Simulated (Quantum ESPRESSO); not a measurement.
**Geometry relaxation of KBr (part 1 of 3)**

KBr (2 atoms in the cell), computed with Kohn-Sham DFT of a periodic cell, revPBE, SSSP 1.3 efficiency PBE, no spin polarisation (Quantum ESPRESSO 7.5).

The structure derives from a Materials Project entry.

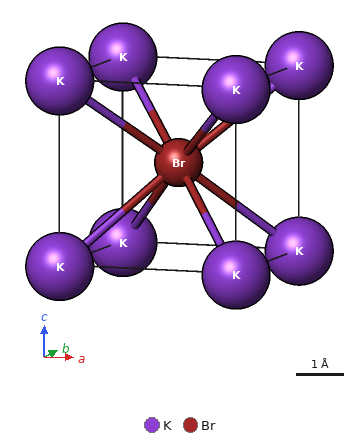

The starting structure (ball-and-stick view of the cell of the calculation, seen slightly off an axis). An atom can appear more than once, as a periodic image. Near neighbours in the periodic cell (some may lie outside the picture): K has 8 Br at 3.40 to 3.60 Å; Br has 8 K at 3.40 to 3.60 Å.

The input
```
&CONTROL
  calculation = 'relax'
  prefix = 'pwscf'
  outdir = './tmp'
  pseudo_dir = './pseudo'
  tprnfor = .true.
  disk_io = 'low'
  nstep = 40
  forc_conv_thr = 0.0004
  etot_conv_thr = 1d-05
/
&SYSTEM
  ibrav = 0
  nat = 2
  ntyp = 2
  ecutwfc = 60
  ecutrho = 480
  nbnd = 14
  input_dft = 'revpbe'
  occupations = 'smearing'
  smearing = 'mv'
  degauss = 0.00999582
/
&ELECTRONS
  conv_thr = 4d-10
  electron_maxstep = 120
  mixing_beta = 0.5
/
&IONS
  ion_dynamics = 'bfgs'
/
ATOMIC_SPECIES
K     39.0983 K.pbe-spn-kjpaw_psl.1.0.0.UPF
Br    79.9040 br_pbe_v1.4.uspp.F.UPF
CELL_PARAMETERS angstrom
   4.0434990000    0.0000000000    0.0000000000
   0.0000000000    4.0434990000    0.0000000000
   0.0000000000    0.0000000000    4.0434990000
ATOMIC_POSITIONS angstrom
K      0.0210261948    4.0119741431    4.0108787188
Br     2.0007233052    2.0532743569    2.0543697812
K_POINTS automatic
4 4 4 0 0 0
```

Launch command:
```bash
OMP_NUM_THREADS=1 pw.x -in pw.in > pw.out
```

Log
```
This program is part of the open-source Quantum ESPRESSO suite
     for quantum simulation of materials; please cite
         "P. Giannozzi et al., J. Phys.:Condens. Matter 21 395502 (2009);
         "P. Giannozzi et al., J. Phys.:Condens. Matter 29 465901 (2017);
         "P. Giannozzi et al., J. Chem. Phys. 152 154105 (2020);
          URL
     in publications or presentations arising from this work. More details at

     file K.pbe-spn-kjpaw_psl.1.0.0.UPF: wavefunction(s)  3S renormalized

     IMPORTANT: XC functional enforced from input :
     Exchange-correlation= REVPBE
                           (   1   4   4   4   0   0   0)
     Any further DFT definition will be discarded
     Please, verify this is what you really want

     G-vector sticks info
     --------------------
     sticks:   dense  smooth     PW     G-vecs:    dense   smooth      PW
     Sum        2233    1109    333                79117    28017    4553

     Using Slab Decomposition

     bravais-lattice index     =            0
     lattice parameter (alat)  =       7.6411  a.u.
     unit-cell volume          =     446.1374 (a.u.)^3
     number of atoms/cell      =            2
     number of atomic types    =            2
     number of electrons       =        16.00
     number of Kohn-Sham states=           14
     kinetic-energy cutoff     =      60.0000  Ry
     charge density cutoff     =     480.0000  Ry
     scf convergence threshold =      4.0E-10
     mixing beta               =       0.5000
     number of iterations used =            8  plain     mixing
     energy convergence thresh.=      1.0E-05
     force convergence thresh. =      4.0E-04
     Exchange-correlation= REVPBE
                           (   1   4   4   4   0   0   0)
     nstep                     =           40

     celldm(1)=   7.641106  celldm(2)=   0.000000  celldm(3)=   0.000000
     celldm(4)=   0.000000  celldm(5)=   0.000000  celldm(6)=   0.000000

     crystal axes: (cart. coord. in units of alat)
               a(1) = (   1.000000   0.000000   0.000000 )
               a(2) = (   0.000000   1.000000   0.000000 )
               a(3) = (   0.000000   0.000000   1.000000 )

     reciprocal axes: (cart. coord. in units 2 pi/alat)
               b(1) = (  1.000000  0.000000  0.000000 )
               b(2) = (  0.000000  1.000000  0.000000 )
               b(3) = (  0.000000  0.000000  1.000000 )

     PseudoPot. # 1 for K  read from file:
     K.pbe-spn-kjpaw_psl.1.0.0.UPF
     Pseudo is Projector augmented-wave + core cor, Zval =  9.0
     Generated using "atomic" code by A. Dal Corso  v.5.1
     Shape of augmentation charge: PSQ
     Using radial grid of 1165 points,  6 beta functions with:
                l(1) =   0
                l(2) =   0
                l(3) =   1
                l(4) =   1
                l(5) =   2
                l(6) =   2
     Q(r) pseudized with 0 coefficients

     PseudoPot. # 2 for Br read from file:
     br_pbe_v1.4.uspp.F.UPF
     Pseudo is Ultrasoft + core correction, Zval =  7.0
     Generated by new atomic code, or converted to UPF format
     Using radial grid of  879 points,  6 beta functions with:
                l(1) =   0
                l(2) =   0
                l(3) =   1
                l(4) =   1
                l(5) =   2
                l(6) =   2
     Q(r) pseudized with  8 coefficients,  rinner =    1.100   1.100   1.100
                                                       1.100   1.100

     atomic species   valence    mass     pseudopotential
     K                 9.00    39.09830     K ( 1.00)
     Br                7.00    79.90400     Br( 1.00)

     No symmetry found

   Cartesian axes

     site n.     atom                  positions (alat units)
         1        K      tau(   1) = (   0.0052000   0.9922036   0.9919327  )
         2        Br     tau(   2) = (   0.4948000   0.5077964   0.5080673  )

     number of k points=    36  Marzari-Vanderbilt smearing, width (Ry)=  0.0100
                       cart. coord. in units 2pi/alat
        k(    1) = (   0.0000000   0.0000000   0.0000000), wk =   0.0312500
        k(    2) = (   0.0000000   0.0000000   0.2500000), wk =   0.0625000
        k(    3) = (   0.0000000   0.0000000  -0.5000000), wk =   0.0312500
        k(    4) = (   0.0000000   0.2500000   0.2500000), wk =   0.0625000
        k(    5) = (   0.0000000   0.2500000  -0.5000000), wk =   0.0625000
        k(    6) = (   0.0000000  -0.5000000  -0.5000000), wk =   0.0312500
        k(    7) = (   0.2500000   0.2500000   0.2500000), wk =   0.0625000
        k(    8) = (   0.2500000   0.2500000  -0.5000000), wk =   0.0625000
        k(    9) = (   0.2500000  -0.5000000  -0.5000000), wk =   0.0625000
        k(   10) = (  -0.5000000  -0.5000000  -0.5000000), wk =   0.0312500
        k(   11) = (   0.2500000   0.0000000   0.0000000), wk =   0.0625000
        k(   12) = (   0.0000000   0.2500000   0.0000000), wk =   0.0625000
        k(   13) = (  -0.5000000   0.0000000   0.0000000), wk =   0.0312500
        k(   14) = (   0.0000000  -0.5000000   0.0000000), wk =   0.0312500
        k(   15) = (   0.0000000  -0.2500000   0.2500000), wk =   0.0625000
        k(   16) = (   0.2500000   0.0000000  -0.2500000), wk =   0.0625000
        k(   17) = (  -0.2500000   0.0000000  -0.2500000), wk =   0.0625000
        k(   18) = (   0.2500000  -0.2500000   0.0000000), wk =   0.0625000
        k(   19) = (  -0.2500000  -0.2500000   0.0000000), wk =   0.0625000
        k(   20) = (   0.2500000   0.0000000   0.5000000), wk =   0.0625000
        k(   21) = (  -0.5000000  -0.2500000   0.0000000), wk =   0.0625000
        k(   22) = (   0.0000000  -0.5000000   0.2500000), wk =   0.0625000
        k(   23) = (   0.2500000  -0.5000000   0.0000000), wk =   0.0625000
        k(   24) = (  -0.5000000   0.0000000   0.2500000), wk =   0.0625000
        k(   25) = (  -0.5000000   0.0000000   0.5000000), wk =   0.0312500
        k(   26) = (  -0.5000000   0.5000000   0.0000000), wk =   0.0312500
        k(   27) = (  -0.2500000  -0.2500000   0.2500000), wk =   0.0625000
        k(   28) = (  -0.2500000   0.2500000  -0.2500000), wk =   0.0625000
        k(   29) = (   0.2500000  -0.2500000  -0.2500000), wk =   0.0625000
        k(   30) = (  -0.2500000   0.2500000   0.5000000), wk =   0.0625000
        k(   31) = (  -0.5000000  -0.2500000   0.2500000), wk =   0.0625000
        k(   32) = (   0.5000000  -0.2500000  -0.2500000), wk =   0.0625000
        k(   33) = (  -0.2500000  -0.5000000   0.2500000), wk =   0.0625000
        k(   34) = (  -0.2500000   0.5000000  -0.2500000), wk =   0.0625000
        k(   35) = (  -0.5000000   0.2500000   0.5000000), wk =   0.0625000
        k(   36) = (  -0.5000000   0.5000000   0.2500000), wk =   0.0625000

     Dense  grid:    79117 G-vectors     FFT dimensions: (  54,  54,  54)

     Smooth grid:    28017 G-vectors     FFT dimensions: (  40,  40,  40)

     Initial potential from superposition of free atoms

     starting charge      15.9811, renormalised to      16.0000
     Starting wfcs are   12 randomized atomic wfcs +    2 random wfcs

     Self-consistent Calculation

     iteration #  1     ecut=    60.00 Ry     beta= 0.50
     Davidson diagonalization with overlap
     ethr =  1.00E-02,  avg # of iterations =  6.7

     Threshold (ethr) on eigenvalues was too large:
     Diagonalizing with lowered threshold

     Davidson diagonalization with overlap
     ethr =  3.18E-04,  avg # of iterations =  3.9

     total energy              =    -160.36904229 Ry
     estimated scf accuracy    <       0.04970013 Ry

     iteration #  2     ecut=    60.00 Ry     beta= 0.50
     Davidson diagonalization with overlap
     ethr =  3.11E-04,  avg # of iterations =  2.5

     total energy              =    -160.37840483 Ry
     estimated scf accuracy    <       0.00268033 Ry

     iteration #  3     ecut=    60.00 Ry     beta= 0.50
     Davidson diagonalization with overlap
     ethr =  1.68E-05,  avg # of iterations =  5.2

     total energy              =    -160.37886492 Ry
     estimated scf accuracy    <       0.00064302 Ry

     iteration #  4     ecut=    60.00 Ry     beta= 0.50
     Davidson diagonalization with overlap
     ethr =  4.02E-06,  avg # of iterations =  3.5

     total energy              =    -160.37896016 Ry
     estimated scf accuracy    <       0.00000550 Ry

     iteration #  5     ecut=    60.00 Ry     beta= 0.50
     Davidson diagonalization with overlap
     ethr =  3.44E-08,  avg # of iterations =  2.6

     total energy              =    -160.37896571 Ry
     estimated scf accuracy    <       0.00000076 Ry

     iteration #  6     ecut=    60.00 Ry     beta= 0.50
     Davidson diagonalization with overlap
     ethr =  4.73E-09,  avg # of iterations =  2.0

     total energy              =    -160.37896668 Ry
     estimated scf accuracy    <       0.00000004 Ry

     iteration #  7     ecut=    60.00 Ry     beta= 0.50
     Davidson diagonalization with overlap
     ethr =  2.81E-10,  avg # of iterations =  2.8

     total energy              =    -160.37896672 Ry
     estimated scf accuracy    <          4.7E-09 Ry

     iteration #  8     ecut=    60.00 Ry     beta= 0.50
     Davidson diagonalization with overlap
     ethr =  2.95E-11,  avg # of iterations =  2.0

     total energy              =    -160.37896673 Ry
     estimated scf accuracy    <          9.2E-10 Ry

     iteration #  9     ecut=    60.00 Ry     beta= 0.50
     Davidson diagonalization with overlap
     ethr =  5.75E-12,  avg # of iterations =  2.0

     End of self-consistent calculation

          k = 0.0000 0.0000 0.0000 (  3431 PWs)   bands (ev):

   -26.3316 -10.3142  -9.7224  -9.7223  -9.7189   2.1774   2.1779   2.1795
     6.5603   8.4822   8.4877  12.1011  12.1104  12.1114

          k = 0.0000 0.0000 0.2500 (  3511 PWs)   bands (ev):

   -26.3268 -10.4217  -9.7142  -9.7133  -9.5978   1.2404   2.1930   2.1937
     7.7224   8.9415   9.5665  12.0031  12.0054  12.3298

          k = 0.0000 0.0000-0.5000 (  3514 PWs)   bands (ev):

   -26.3220 -10.5126  -9.7045  -9.7041  -9.4904   0.5500   2.2067   2.2088
     9.1337   9.7894  10.2962  11.4177  12.1262  12.1860

          k = 0.0000 0.2500 0.2500 (  3521 PWs)   bands (ev):

   -26.3221 -10.3791  -9.7893  -9.7053  -9.5727   1.2783   1.5468   2.2530
     8.4204   9.2302  10.2617  11.2478  11.6286  12.2025

          k = 0.0000 0.2500-0.5000 (  3476 PWs)   bands (ev):

   -26.3175 -10.3568  -9.7821  -9.6971  -9.6074   0.8017   1.5858   2.3149
     8.8146   9.2843  10.9015  11.1668  11.3068  11.9748

          k = 0.0000-0.5000-0.5000 (  3532 PWs)   bands (ev):

   -26.3130 -10.0893  -9.8560  -9.8379  -9.6901   1.0793   1.0796   2.4301
     7.8878   9.0920  10.5828  10.5895  12.9337  12.9760

          k = 0.2500 0.2500 0.2500 (  3515 PWs)   bands (ev):

   -26.3176 -10.2998  -9.7774  -9.7773  -9.5945   1.4250   1.5588   1.5599
     9.2862  10.0175  10.0249  10.6111  11.3438  11.3517

          k = 0.2500 0.2500-0.5000 (  3492 PWs)   bands (ev):

   -26.3130 -10.2293  -9.7762  -9.7653  -9.6782   0.9316   1.5672   1.6756
     9.2103   9.7964  10.1582  11.1101  11.5668  11.8621

          k = 0.2500-0.5000-0.5000 (  3492 PWs)   bands (ev):

   -26.3086 -10.0237  -9.8409  -9.8291  -9.7585   1.0644   1.0644   1.6581
     8.7357  10.2303  10.2769  10.6118  12.3796  12.3896

          k =-0.5000-0.5000-0.5000 (  3448 PWs)   bands (ev):

   -26.3043  -9.9507  -9.8259  -9.8257  -9.8255   1.0478   1.0480   1.0496
    10.0303  10.0384  10.0438  11.8834  11.8935  11.9242

          k = 0.2500 0.0000 0.0000 (  3511 PWs)   bands (ev):

   -26.3268 -10.4221  -9.7146  -9.7134  -9.5968   1.2402   2.1934   2.1936
     7.7222   8.9440   9.5615  12.0022  12.0040  12.3337

          k = 0.0000 0.2500 0.0000 (  3511 PWs)   bands (ev):

   -26.3268 -10.4217  -9.7143  -9.7133  -9.5977   1.2403   2.1930   2.1938
     7.7224   8.9418   9.5660  12.0028  12.0054  12.3302

          k =-0.5000 0.0000 0.0000 (  3514 PWs)   bands (ev):

   -26.3220 -10.5133  -9.7046  -9.7043  -9.4894   0.5497   2.2069   2.2091
     9.1317   9.7913  10.2920  11.3890  12.1345  12.2139

          k = 0.0000-0.5000 0.0000 (  3514 PWs)   bands (ev):

   -26.3220 -10.5127  -9.7045  -9.7041  -9.4903   0.5500   2.2066   2.2089
     9.1335   9.7896  10.2957  11.4144  12.1268  12.1896

          k = 0.0000-0.2500 0.2500 (  3521 PWs)   bands (ev):

   -26.3221 -10.3784  -9.7895  -9.7053  -9.5732   1.2783   1.5479   2.2533
     8.4228   9.2210  10.2485  11.2392  11.6712  12.2068

          k = 0.2500 0.0000-0.2500 (  3521 PWs)   bands (ev):

   -26.3221 -10.3788  -9.7893  -9.7057  -9.5727   1.2779   1.5468   2.2539
     8.4195   9.2288  10.2585  11.2500  11.6410  12.2021

          k =-0.2500 0.0000-0.2500 (  3521 PWs)   bands (ev):

   -26.3221 -10.3784  -9.7894  -9.7057  -9.5731   1.2780   1.5475   2.2540
     8.4211   9.2227  10.2496  11.2443  11.6699  12.2045

          k = 0.2500-0.2500 0.0000 (  3521 PWs)   bands (ev):

   -26.3221 -10.3788  -9.7893  -9.7057  -9.5727   1.2779   1.5467   2.2540
     8.4194   9.2287  10.2582  11.2504  11.6421  12.2020

          k =-0.2500-0.2500 0.0000 (  3521 PWs)   bands (ev):

   -26.3221 -10.3784  -9.7894  -9.7057  -9.5730   1.2779   1.5475   2.2541
     8.4210   9.2228  10.2497  11.2448  11.6701  12.2043

          k = 0.2500 0.0000 0.5000 (  3476 PWs)   bands (ev):

   -26.3175 -10.3561  -9.7818  -9.6974  -9.6082   0.8018   1.5849   2.3161
     8.8143   9.2839  10.9001  11.1724  11.3101  11.9834

          k =-0.5000-0.2500 0.0000 (  3476 PWs)   bands (ev):

   -26.3175 -10.3566  -9.7815  -9.6975  -9.6079   0.8013   1.5856   2.3159
     8.8133   9.2822  10.9012  11.1910  11.2925  11.9792

          k = 0.0000-0.5000 0.2500 (  3476 PWs)   bands (ev):

   -26.3175 -10.3568  -9.7820  -9.6971  -9.6073   0.8016   1.5859   2.3149
     8.8144   9.2841  10.9016  11.1685  11.3050  11.9742

          k = 0.2500-0.5000 0.0000 (  3476 PWs)   bands (ev):

   -26.3175 -10.3561  -9.7818  -9.6975  -9.6082   0.8017   1.5848   2.3162
     8.8141   9.2836  10.9000  11.1748  11.3087  11.9839

          k =-0.5000 0.0000 0.2500 (  3476 PWs)   bands (ev):

   -26.3175 -10.3567  -9.7816  -9.6974  -9.6078   0.8013   1.5857   2.3158
     8.8133   9.2823  10.9014  11.1903  11.2921  11.9782

          k =-0.5000 0.0000 0.5000 (  3532 PWs)   bands (ev):

   -26.3130 -10.0849  -9.8560  -9.8423  -9.6904   1.0790   1.0797   2.4308
     7.8886   9.0951  10.5839  10.5887  12.9493  12.9780

          k =-0.5000 0.5000 0.0000 (  3532 PWs)   bands (ev):
```
